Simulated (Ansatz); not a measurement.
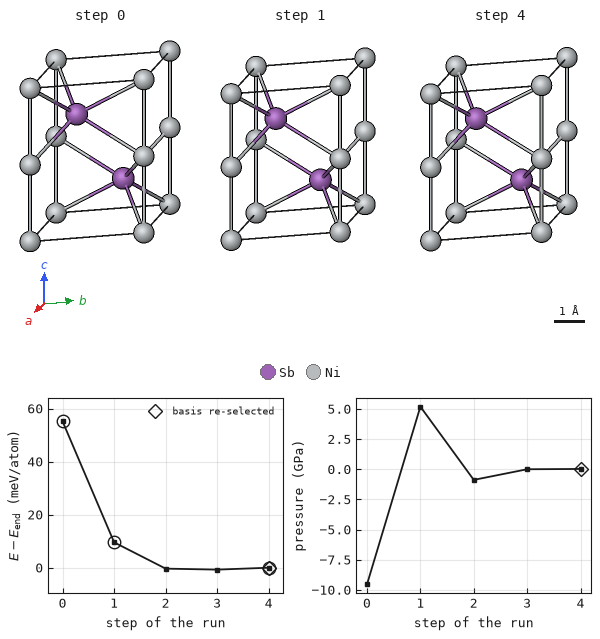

Frames of a relaxation of a crystal of NiSb (a generated structure, set up in P6_3/mmc) (coarse preliminary run), marked on the history of the run. Style: ball-and-stick. Shown: the cell of the calculation, slightly off an axis.

Case: Bi → Sb, Pd → Ni on all its sites, cell and atoms relaxed.

These are results of DFT PBEsol, scalar-relativistic, plane waves, PAW in Ansatz 0.2.0, not measurements.

Input file:
```yaml
crystal:
  lattice:
    - [4.0103836219, 0.0, 0.0]
    - [-2.005191811, 3.4730940955, 0.0]
    - [0.0, 0.0, 5.3186725991]
  atoms:
    - { symbol: Sb, position: [0.3333333333, 0.6666666667, 0.25] }
    - { symbol: Sb, position: [0.6666666667, 0.3333333333, 0.75] }
    - { symbol: Ni, position: [0.0, 0.0, 0.0] }
    - { symbol: Ni, position: [0.0, 0.0, 0.5] }
basis:
  ecutwfc: 420
kpoints:
  mp_grid: { grid: [6, 6, 4] }
hamiltonian:
  xc: pbesol
scf:
  occupations: { method: gaussian, width: 0.1 }
output:
  forces: true
  stress: true
  eigenvalues: true
relax:
  adjacent_minimum: "off"
  f_tol: 0.05
  max_steps: 60
  cell: { stress_tol: 0.5 }
```

Launched with:
```bash
ansatz run input.yaml --threads 1 --pin off --max-ram 2560MiB --backend cpu --events-out ev --progress --plain --runs-dir out
```

Describe the path.

No atom moves by more than 0.005 Å relative to the cell. The volume changes by −9.0 %, with a = b 4.010 → 3.908 Å (−2.6 %), c 5.319 → 5.097 Å (−4.2 %). Near-neighbour distances that change, for instance: Ni3–Ni4 2.659 → 2.549 Å, Sb1–Ni3 2.670 → 2.591 Å. The space group stays P6_3/mmc (No. 194). The energy falls by 55.1 meV per atom in 3 accepted moves (4 points after the start). All forces vanish by symmetry, so only the cell relaxes. The pressure goes from −9.54 to 0.03 GPa. The SCF was repeated once at an unchanged geometry on a basis and grid sized afresh for the cell, which shifted the energy by 0.7 meV per atom at most. From step 0 to 1: volume −12.2 %, energy −45.6 meV per atom. From step 1 to 4: volume +3.7 %, energy −9.6 meV per atom.

Limits of the set-up: an element that often carries a moment was run without spin polarisation.
